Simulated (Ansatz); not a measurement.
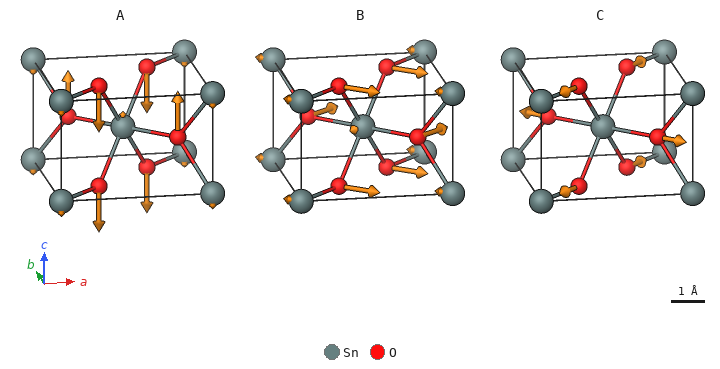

Modes of a crystal of SnO$_{2}$, space group Pnnm (No. 58), at the zone centre. Displacements are drawn as orange arrows; their common scale and sign are arbitrary. Style: ball-and-stick. Shown: the cell of the calculation, from a free direction.

Theory: DFT LDA, scalar-relativistic, plane waves, PAW in Ansatz.

Frequencies are those without the non-analytic (LO–TO) term.

**Which are infrared-active and which Raman-active?**

A is A_u, silent by symmetry (neither infrared- nor Raman-active) (559 cm⁻¹). B is B₃u, infrared-active by symmetry (224 cm⁻¹). C is B₁g, Raman-active by symmetry (755 cm⁻¹). The crystal has a centre of inversion, so no mode is both.
